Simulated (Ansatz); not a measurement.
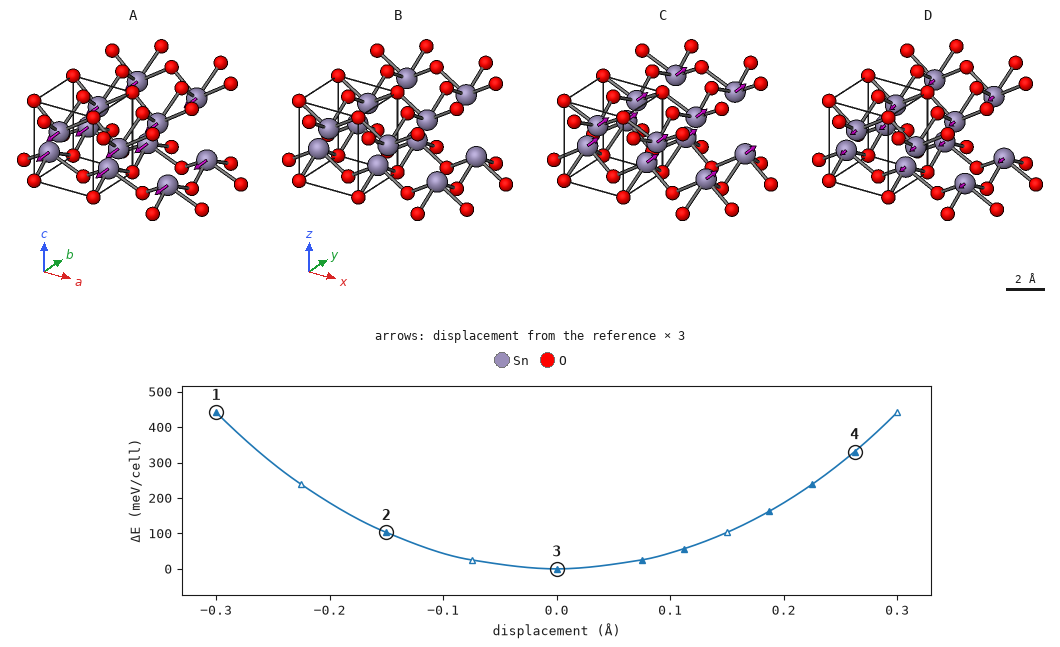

Energy scan for a crystal of SnO (P4/nmm), in which the whole Sn sublattice is shifted rigidly, along Cartesian [1 1 1], all else fixed. The frames are shuffled; the numbered points of the plot belong to them. Hollow markers are points alike by symmetry, not computed again. The picture is a ball-and-stick view of the cell of the calculation, repeated 2 × 2 × 1 with one cell outlined, seen from a free direction. Purple arrows: displacements from the reference.

Level of theory: DFT PBE+D3(BJ), scalar-relativistic, plane waves, PAW in Ansatz. Set-up: plane-wave cutoff 420 eV; k-point mesh 12 × 12 × 10; occupations gaussian; smearing width 0.15 eV; no spin polarisation. Energies (free energies at the smearing named) are counted from the relaxed crystal.

Q: Match the frames to the points.

A: Point 1 is frame A (the displacement −0.30 Å, 442 meV/cell); 2 is frame D (the displacement −0.15 Å, 103 meV/cell); 3 is frame B (the displacement 0.00 Å, 0 meV/cell); 4 is frame C (the displacement 0.2625 Å, 331 meV/cell). The lowest computed point lies at the displacement 0.00 Å (0 meV/cell). The end points stand at 442 meV/cell (−0.30 Å) and 442 meV/cell (0.30 Å). The curvature at zero is about 9.1 eV/Å² per cell. The well is symmetric. At the highest point the shortest interatomic distance is 2.01 Å, against 2.24 Å in the reference. The distortion takes the space group from P4/nmm to Cm.
